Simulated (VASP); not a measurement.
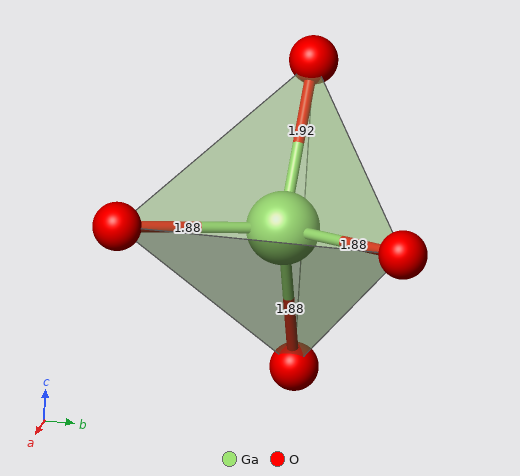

Coordination of Ga2 (4i) in Ga2O3 (C2/m); bond lengths in Å. The shape measure S (0 to 100) is the computed least-squares distance from an ideal polyhedron; S = 0 means ideal. Origin: the end point of a relaxation with VASP 6.6.1, VASP Kohn-Sham DFT of a periodic cell, PBE, VASP PAW PBE potentials, minimal.

Name the coordination polyhedron and say how regular it is.

GaO4: a slightly distorted tetrahedron (coordination number 4, S = 0.32; next best see-saw, S = 6.9).

Estimate τ4 from the two largest angles.

The largest angles are 119.3° and 111.1°, so τ4 = 0.92 (1 for a tetrahedron, 0 for a square plane).
